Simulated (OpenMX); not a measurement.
**A series of single points on CdGeAs2**

System: CdGeAs2 (8 atoms in the cell).
Method: Kohn-Sham DFT of a periodic cell, LDA, OpenMX 2013 LDA set, no spin polarisation (OpenMX 3.8.5).

The 7 runs differ only in the geometry, by an even scaling of the cell at fixed fractional positions. The structure derives from a Materials Project entry.

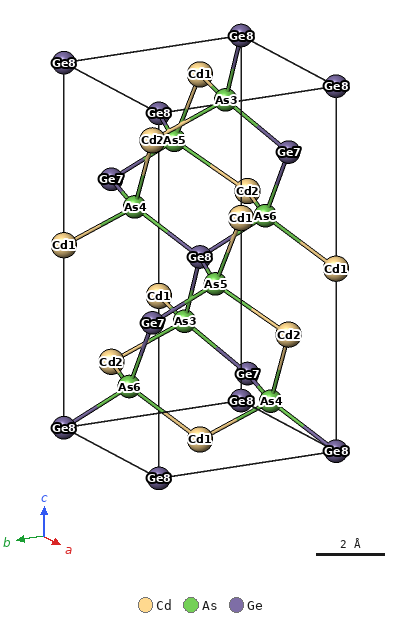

Figure 1. The structure of run 4 (ball-and-stick view of the cell 2 times as large as that of the calculation, set on its symmetry axes, seen at an oblique angle; atoms are numbered from 1 in the order of the input). An atom can appear more than once, as a periodic image.

**Input of run 4**
```
System.CurrrentDirectory             ./
System.Name                          CdGeAs2
DATA.PATH                            ./DFT_DATA13
level.of.stdout                      1
level.of.fileout                     0
Species.Number                       3
<Definition.of.Atomic.Species
  Cd  Cd7.0-s3p2d2           Cd_CA13
  As  As7.0-s3p2d2           As_CA13
  Ge  Ge7.0-s3p2d2           Ge_CA13
Definition.of.Atomic.Species>

Atoms.Number                         8
Atoms.SpeciesAndCoordinates.Unit     FRAC
<Atoms.SpeciesAndCoordinates
    1  Cd    0.5000000000    0.5000000000    0.0000000000   6.000  6.000
    2  Cd    0.2500000000    0.7500000000    0.5000000000   6.000  6.000
    3  As    0.0962175700    0.1250000000    0.4712175700   7.500  7.500
    4  As    0.3750000000    0.9037824300    0.0287824300   7.500  7.500
    5  As    0.6537824300    0.6250000000    0.5287824300   7.500  7.500
    6  As    0.8750000000    0.3462175700    0.9712175700   7.500  7.500
    7  Ge    0.7500000000    0.2500000000    0.5000000000   2.000  2.000
    8  Ge    0.0000000000    0.0000000000    0.0000000000   2.000  2.000
Atoms.SpeciesAndCoordinates>

Atoms.UnitVectors.Unit               Ang
<Atoms.UnitVectors
    -2.9888745628    2.9888745628    5.6642966801
     2.9888745628   -2.9888745628    5.6642966801
     2.9888745628    2.9888745628   -5.6642966801
Atoms.UnitVectors>

scf.XcType                           LDA
scf.SpinPolarization                 off
scf.ElectronicTemperature            580.226
scf.energycutoff                     500.0
scf.maxIter                          100
scf.EigenvalueSolver                 band
scf.Kgrid                            7 7 7
scf.Mixing.Type                      rmm-diisk
scf.Init.Mixing.Weight               0.05
scf.Min.Mixing.Weight                0.001
scf.Max.Mixing.Weight                0.3
scf.Mixing.History                   25
scf.Mixing.StartPulay                8
scf.criterion                        1.0e-8
scf.stress.tensor                    on
MD.Type                              nomd
Band.dispersion                      on
Band.Nkpath                          11
<Band.kpath
   18   0.000000  0.000000  0.000000    0.000000  0.000000  0.500000  G X
    5   0.000000  0.000000  0.500000   -0.139217  0.139217  0.500000  X Y
    9  -0.139217  0.139217  0.500000   -0.319609  0.319609  0.319609  Y S
   16  -0.319609  0.319609  0.319609    0.000000  0.000000  0.000000  S G
   13   0.000000  0.000000  0.000000    0.500000  0.500000 -0.500000  G Z
    9   0.500000  0.500000 -0.500000    0.319609  0.680391 -0.319609  Z S1
    8   0.319609  0.680391 -0.319609    0.000000  0.500000  0.000000  S1 N
   13   0.000000  0.500000  0.000000    0.250000  0.250000  0.250000  N P
    8   0.250000  0.250000  0.250000    0.500000  0.500000 -0.139217  P Y1
   13   0.500000  0.500000 -0.139217    0.500000  0.500000 -0.500000  Y1 Z
    7   0.000000  0.000000  0.500000    0.250000  0.250000  0.250000  X P
Band.kpath>
```

Command:
```bash
openmx CdGeAs2.dat -nt 1 > CdGeAs2.std
```

Run 5 has the same physical settings and fractional positions; its lattice vectors (Å) are:
```
  -3.008669    3.008669    5.701810
   3.008669   -3.008669    5.701810
   3.008669    3.008669   -5.701810
```

**Results, with one run withheld**

```tsv
run	volume per atom (Å³)	free energy per atom, from the lowest run given (meV)	gap on the mesh (eV)
1	23.783	14.23	0.00
2	24.289	4.82	0.16
3	24.795	0.23	0.16
4	25.301	0.00	0.15
5	25.807	?	?
6	26.313	10.62	0.00
7	26.819	20.74	0.00
```

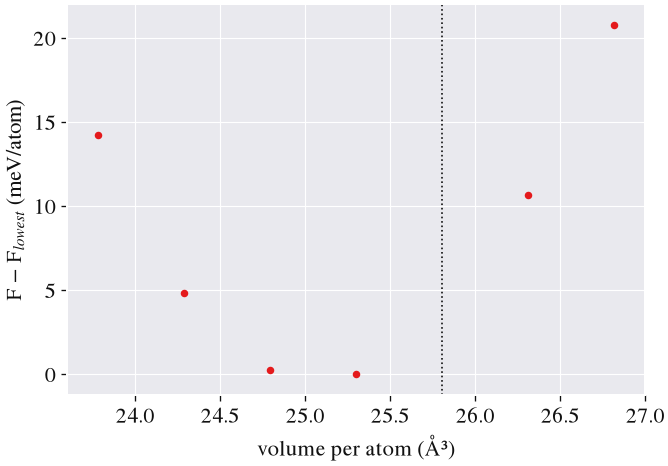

Figure 2. Free energy per atom of the runs given; the dotted line marks run 5.

What should run 5 give?

A cubic polynomial in V^(−2/3) (the Birch–Murnaghan form), fitted to the 6 runs given, misses them by at most 0.01 meV per atom. With x = V^(−2/3) − 0.11641 Å⁻², it reads F = −0.32243 − 508.62 x + 8.1902e+05 x² + 2.2419e+06 x³ (meV per atom). At run 5 it gives 3.59 meV per atom, and the run itself gives 3.59. The fit has its minimum at 25.077 Å³ per atom, where V d²F/dV² gives 63.5 GPa. Cell shape and fractional positions are held, so this is the stiffness under even scaling; the relaxed bulk modulus wasn't computed. The gap on the mesh lies between 0.00 eV (run 1) and 0.16 eV (run 3); run 5 has 0.15 eV. These are gaps of this functional on this mesh, which can miss the band edges; they aren't the measured gap.

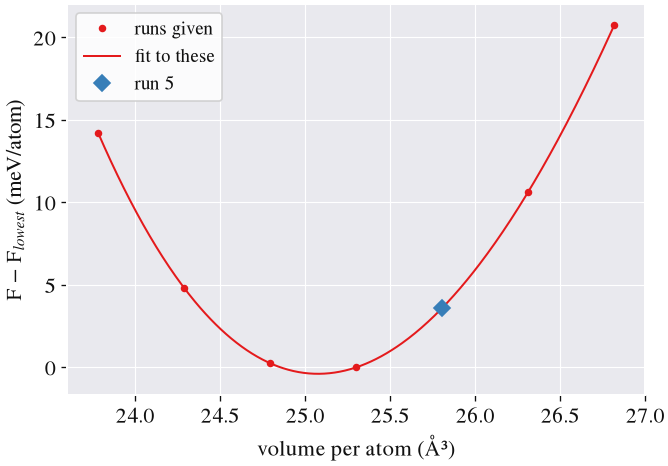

Figure 3. The fit and the withheld run.

**Some lines of the output (run 5)**
```
[...]
  Cell_Volume =   1393.214676173237 (Bohr^3)
        Total energy (Hartree) at MD = 1
   kloop=0
   kloop=1
   kloop=171
```

Notes: Points of doubt noted for this run: few d functions beyond semicore. With a small basis of atomic orbitals these values can differ much from converged plane-wave results.
